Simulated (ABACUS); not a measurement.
Geometry relaxation of BN (part 2 of 3)

The same run, continued: BN (F-43m, 2 atoms in the cell); Kohn-Sham DFT of a periodic cell, PBE, SG15 ONCV 1.2 PBE, no spin polarisation (ABACUS 3.10.1); cutoff 1360.57 eV, 12×12×12 k-mesh, fermi-dirac of 0.05 eV. The structure derives from a Materials Project entry.

Geometry of the input (Å; fractional positions):
```
0.0000  1.8130  1.8130
1.8130  0.0000  1.8130
1.8130  1.8130  0.0000
N  0.2500  0.2500  0.2500
B  0.0000  0.0000  0.0000
```

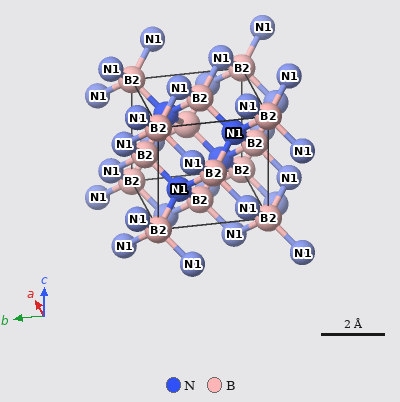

**Figure 1.** The starting structure (ball-and-stick view of the cell 4 times as large as that of the calculation, set on its symmetry axes, seen at an oblique angle; neighbours outside the cell are drawn fainter; atoms are numbered from 1 in the order of the input).

**What the program printed, continued**
```
----------------------------------------------------------
     Energy           Rydberg                 eV
----------------------------------------------------------
 E_KohnSham     -25.7362363359       -350.1594592423
 E_Harris       -26.1867959172       -356.2896368367
 E_Fermi        0.9895913071         13.4640804678
----------------------------------------------------------

 LCAO ALGORITHM --------------- ION=   1  ELEC=   3--------------------------------

 Density error is 0.0199795036147
----------------------------------------------------------
     Energy           Rydberg                 eV
----------------------------------------------------------
 E_KohnSham     -25.7462653898       -350.2959115211
 E_Harris       -25.6769901826       -349.3533739735
 E_Fermi        1.0592357429         14.4116416287
----------------------------------------------------------

 LCAO ALGORITHM --------------- ION=   1  ELEC=   4--------------------------------

 Density error is 0.00211781012318
----------------------------------------------------------
     Energy           Rydberg                 eV
----------------------------------------------------------
 E_KohnSham     -25.7463438232       -350.2969786625
 E_Harris       -25.7497704182       -350.3435998796
 E_Fermi        1.0689288165         14.5435226608
----------------------------------------------------------

 LCAO ALGORITHM --------------- ION=   1  ELEC=   5--------------------------------

 Density error is 0.000266277275138
----------------------------------------------------------
     Energy           Rydberg                 eV
----------------------------------------------------------
 E_KohnSham     -25.7463449417       -350.2969938802
 E_Harris       -25.7469398319       -350.3050877770
 E_Fermi        1.0689682575         14.5440592836
----------------------------------------------------------

 LCAO ALGORITHM --------------- ION=   1  ELEC=   6--------------------------------

 Density error is 3.31388562103e-05
----------------------------------------------------------
     Energy           Rydberg                 eV
----------------------------------------------------------
 E_KohnSham     -25.7463449817       -350.2969944249
 E_Harris       -25.7461449039       -350.2942722266
 E_Fermi        1.0689458051         14.5437538024
----------------------------------------------------------

 LCAO ALGORITHM --------------- ION=   1  ELEC=   7--------------------------------

 Density error is 4.19355867987e-06
----------------------------------------------------------
     Energy           Rydberg                 eV
----------------------------------------------------------
 E_KohnSham     -25.7463449829       -350.2969944405
 E_Harris       -25.7463699083       -350.2973335692
 E_Fermi        1.0689667778         14.5440391507
----------------------------------------------------------

 LCAO ALGORITHM --------------- ION=   1  ELEC=   8--------------------------------

 Density error is 2.48211401054e-07
----------------------------------------------------------
     Energy           Rydberg                 eV
----------------------------------------------------------
 E_KohnSham     -25.7463449829       -350.2969944407
 E_Harris       -25.7463468054       -350.2970192372
 E_Fermi        1.0689645391         14.5440086918
----------------------------------------------------------

 LCAO ALGORITHM --------------- ION=   1  ELEC=   9--------------------------------

 Density error is 1.06057810911e-07
----------------------------------------------------------
     Energy           Rydberg                 eV
----------------------------------------------------------
 E_KohnSham     -25.7463449829       -350.2969944407
 E_Harris       -25.7463442268       -350.2969841534
 E_Fermi        1.0689643311         14.5440058613
----------------------------------------------------------

 LCAO ALGORITHM --------------- ION=   1  ELEC=  10--------------------------------

 Density error is 4.07113844891e-09
----------------------------------------------------------
     Energy           Rydberg                 eV
----------------------------------------------------------
 E_KohnSham     -25.7463449829       -350.2969944407
 E_KS(sigma->0) -25.7463449829       -350.2969944407
 E_Harris       -25.7463449531       -350.2969940361
 E_band         1.8643818554         25.3662164809
 E_one_elec     4.3501788827         59.1872201242
 E_Hartree      3.6061636483         49.0643735375
 E_xc           -7.4418247120        -101.2512195998
 E_Ewald        -26.2608628019       -357.2973685026
 E_entropy(-TS) -0.0000000000        -0.0000000000
 E_descf        0.0000000000         0.0000000000
 E_exx          0.0000000000         0.0000000000
 E_Fermi        1.0689643881         14.5440066368
----------------------------------------------------------

 charge density convergence is achieved
 final etot is -350.29699444 eV
 EFERMI = 14.544006637 eV

 STATE ENERGY(eV) AND OCCUPATIONS    NSPIN == 1
[... levels at 72 further k points ...]

 correction force for each atom along direction 1 is -0.0780638
 correction force for each atom along direction 2 is -0.0331660
 correction force for each atom along direction 3 is -0.0395698
------------------------------------------------------------------------------------------
 TOTAL-FORCE (eV/Angstrom)
------------------------------------------------------------------------------------------
                        N1         0.0000000000         0.0000000000         0.0000000000
                        B1         0.0000000000         0.0000000000         0.0000000000
------------------------------------------------------------------------------------------

----------------------------------------------------------------
 TOTAL-STRESS (KBAR)
----------------------------------------------------------------
        -4.9956654947         0.0000000000         0.0000000000
         0.0000000000        -4.9956654947        -0.0000000000
        -0.0000000000        -0.0000000000        -4.9956654947
----------------------------------------------------------------
 TOTAL-PRESSURE: -4.995665 KBAR

 Largest gradient in force is 0.000000 eV/A.
 Threshold is 0.005000 eV/A.

 Largest gradient in stress is 4.995665 kbar.
 Threshold is 0.200000 kbar.

 Relaxation is not converged yet!
DIRECT COORDINATES
    atom                   x                   y                   z     mag                  vx                  vy                  vz
taud_N1            0.2500000000        0.2500000000        0.2500000000  0.0000        0.0000000000        0.0000000000        0.0000000000
taud_B1            0.0000000000        0.0000000000        0.0000000000  0.0000        0.0000000000        0.0000000000        0.0000000000

                          Volume (Bohr^3) = 80.206525
                             Volume (A^3) = 11.885367

 Lattice vectors: (Cartesian coordinate: in unit of a_0)
            +0.000000           +1.811317           +1.811317
            +1.811317           -0.000000           +1.811317
            +1.811317           +1.811317           -0.000000
 Reciprocal vectors: (Cartesian coordinate: in unit of 2 pi/a_0)
            -0.276042           +0.276042           +0.276042
            +0.276042           -0.276042           +0.276042
            +0.276042           +0.276042           -0.276042

 -------------------------------------------
 STEP OF RELAXATION : 2
 -------------------------------------------

[... set-up of the moved cell ...]

 LCAO ALGORITHM --------------- ION=   2  ELEC=   1--------------------------------

 Density error is 0.000366663481
----------------------------------------------------------
     Energy           Rydberg                 eV
----------------------------------------------------------
 E_KohnSham     -25.7463448663       -350.2969928546
 E_Harris       -25.7448091738       -350.2760986860
 E_Fermi        1.0730603097         14.5997345098
----------------------------------------------------------

[... 4 further cycles ...]
 LCAO ALGORITHM --------------- ION=   2  ELEC=   6--------------------------------

 Density error is 0.000000006707
----------------------------------------------------------
     Energy           Rydberg                 eV
----------------------------------------------------------
 E_KohnSham     -25.7463449146       -350.2969935123
 E_KS(sigma->0) -25.7463449146       -350.2969935123
 E_Harris       -25.7463449095       -350.2969934420
 E_band         1.8821945905         25.6085711755
 E_one_elec     4.3839032362         59.6460634933
 E_Hartree      3.6008658425         48.9922931916
 E_xc           -7.4458304147        -101.3057199812
 E_Ewald        -26.2852835787       -357.6296302159
 E_entropy(-TS) -0.0000000000        -0.0000000000
 E_descf        0.0000000000         0.0000000000
 E_exx          0.0000000000         0.0000000000
 E_Fermi        1.0732791110         14.6027114542
----------------------------------------------------------

 charge density convergence is achieved
 final etot is -350.29699351230 eV
 EFERMI = 14.60271145418 eV

 STATE ENERGY(eV) AND OCCUPATIONS    NSPIN == 1
[... levels at 72 further k points ...]

 correction force for each atom along direction 1 is -0.078315
 correction force for each atom along direction 2 is -0.033255
 correction force for each atom along direction 3 is -0.039721
------------------------------------------------------------------------------------------
 TOTAL-FORCE (eV/Angstrom)
------------------------------------------------------------------------------------------
                        N1         0.0000000000         0.0000000000         0.0000000000
                        B1         0.0000000000         0.0000000000         0.0000000000
------------------------------------------------------------------------------------------

----------------------------------------------------------------
 TOTAL-STRESS (KBAR)
----------------------------------------------------------------
         5.2275412791         0.0000000000         0.0000000000
         0.0000000000         5.2275412791        -0.0000000000
        -0.0000000000        -0.0000000000         5.2275412791
----------------------------------------------------------------
 TOTAL-PRESSURE: 5.227541 KBAR

 Largest gradient in force is 0.000000 eV/A.
 Threshold is 0.005000 eV/A.

 Largest gradient in stress is 5.227541 kbar.
 Threshold is 0.200000 kbar.

 Relaxation is not converged yet!
DIRECT COORDINATES
    atom                   x                   y                   z     mag                  vx                  vy                  vz
taud_N1            0.2500000000        0.2500000000        0.2500000000  0.0000        0.0000000000        0.0000000000        0.0000000000
taud_B1            0.0000000000        0.0000000000        0.0000000000  0.0000        0.0000000000        0.0000000000        0.0000000000

                          Volume (Bohr^3) = 80.320840
                             Volume (A^3) = 11.902306

 Lattice vectors: (Cartesian coordinate: in unit of a_0)
            +0.000000           +1.812177           +1.812177
            +1.812177           -0.000000           +1.812177
            +1.812177           +1.812177           -0.000000
 Reciprocal vectors: (Cartesian coordinate: in unit of 2 pi/a_0)
            -0.275911           +0.275911           +0.275911
            +0.275911           -0.275911           +0.275911
            +0.275911           +0.275911           -0.275911

 -------------------------------------------
 STEP OF RELAXATION : 3
 -------------------------------------------

[... set-up of the moved cell ...]

 LCAO ALGORITHM --------------- ION=   3  ELEC=   1--------------------------------

 Density error is 0.000553761010
----------------------------------------------------------
     Energy           Rydberg                 eV
----------------------------------------------------------
 E_KohnSham     -25.7463468236       -350.2970194849
 E_Harris       -25.7486677090       -350.3285967511
 E_Fermi        1.0714049736         14.5772125070
```
